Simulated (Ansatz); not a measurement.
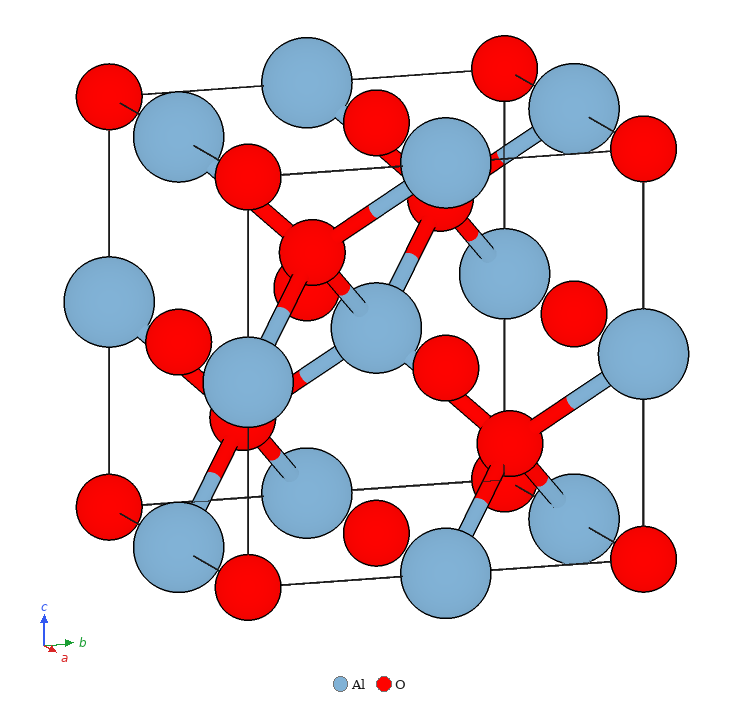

We look at a ball-and-stick model of the crystal slightly off an axis. Thin lines show the conventional unit cell, with boundary atoms drawn in all their periodic places. Cell: a = 4.89 Å, b = 4.89 Å, c = 4.89 Å, α = 90.00°, β = 90.00°, γ = 90.00°.

It goes back to a random cell made by a generator, so it need not be a real form of the compound. Earlier steps of the study may have refined or changed the cell and positions. Ansatz was used for an electronic-structure calculation on it.

Question: Describe the crystal.

Answer: The formula is AlO2. Space group: F-43m (No. 216). Lattice: face-centred cubic. Cell content 4 Al, 8 O; Z = 4. Numbers of contacts at bonding distance: Al 4 and O 0 to 4 (mean 2.0).

Electronic-structure method: DFT PBE, scalar-relativistic, plane waves, PAW (Ansatz). Parameters: a cutoff energy of 420 eV, k-points about 0.14 Å⁻¹ apart, Gaussian smearing of 0.1 eV, collinear spins.

Question: Which atoms carry magnetic moments in this run, and how do they order?

Answer: The state reached is ferromagnetic. Sizes: O 0.4 to 0.6 μB; net moment 1.0 μB in the run's cell of 3 atoms.

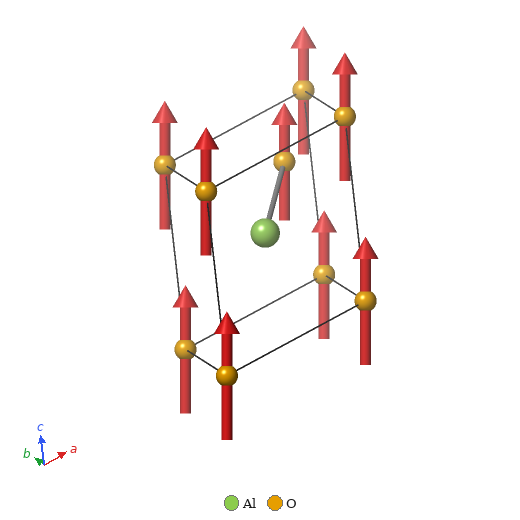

Site moments above 0.25 μB as arrows, small induced ones on non-metal atoms left out (red along the largest or up, blue against, purple across). The run's cell of 3 atoms is drawn, so axes and origin can differ from the first picture.

Question: Metal or not?

Answer: A metal: bands cross the Fermi level.

Question: What does a Bader analysis give?

Answer: Al +2.41 e; O -1.36 to -1.05 e.

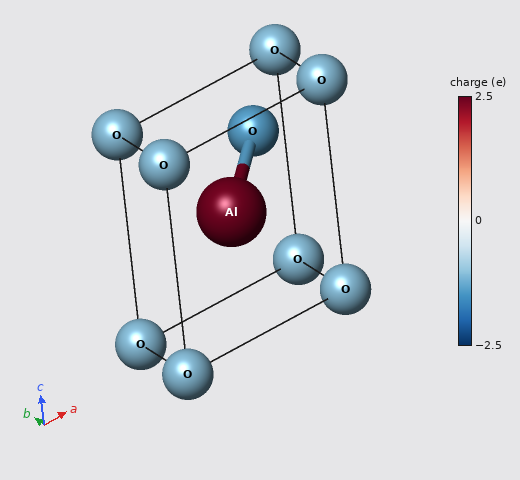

The atoms coloured by those charges. The run's cell of 3 atoms is drawn, so axes and origin can differ from the first picture.

Question: Is this the relaxed geometry?

Answer: Yes. All forces vanish to within 0.01 eV/Å. The pressure is 0.0 GPa, close to zero.
